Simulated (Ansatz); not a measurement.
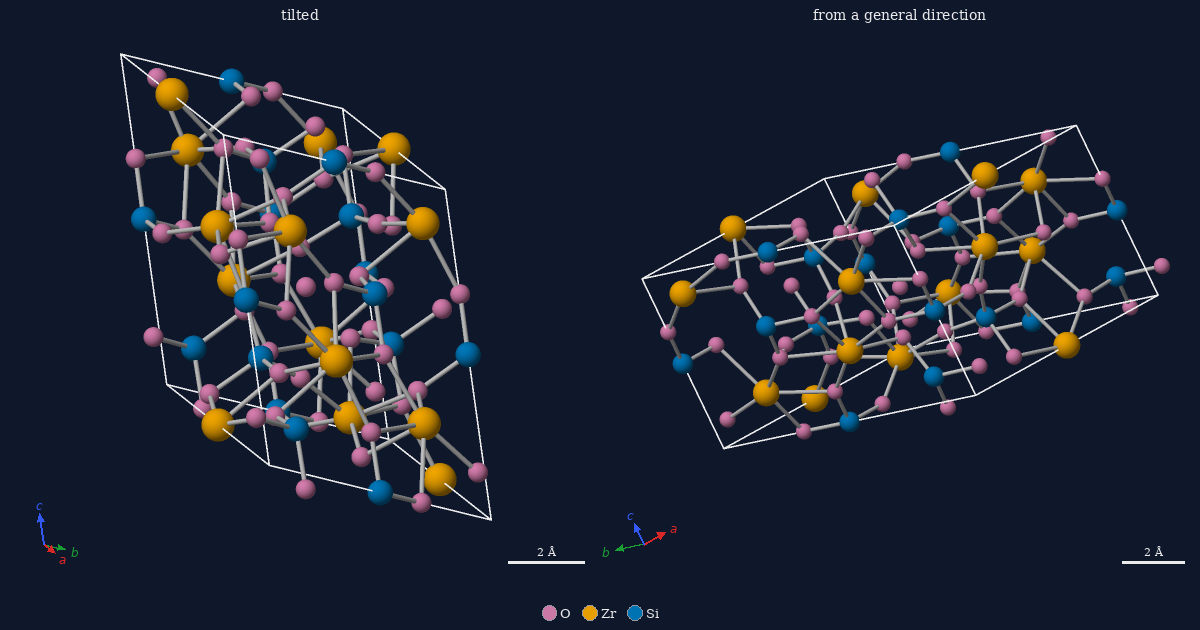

This ball-and-stick model is shown slightly off an axis and from a general direction. The edges of the supercell are marked. The host is ZrSiO$_{4}$, in a cell of 48 sites, and the cell carries a charge of +2.

> Spot the defect.

Oxygen on a zirconium site (an antisite). It is bonded to no bonds drawn. Not all metal-metal contacts are counted.

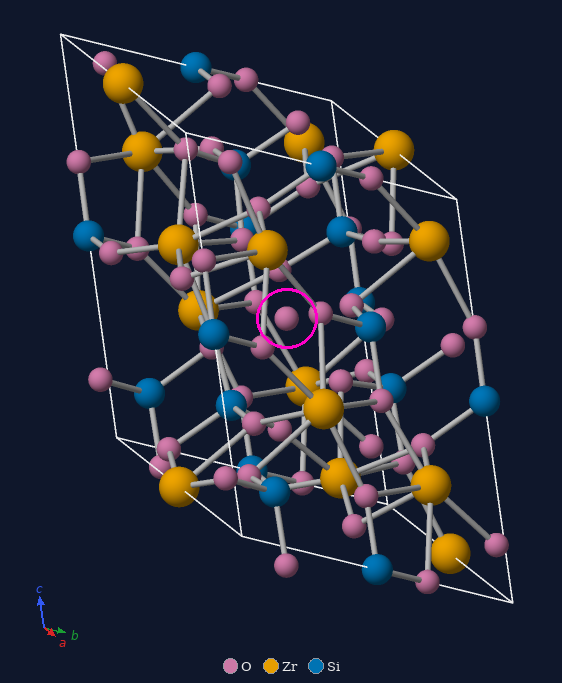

The same cell with a ring at the defect's site.

The atoms were relaxed in the host's cell with DFT PBE, scalar-relativistic, plane waves, PAW (Ansatz 0.2.0).
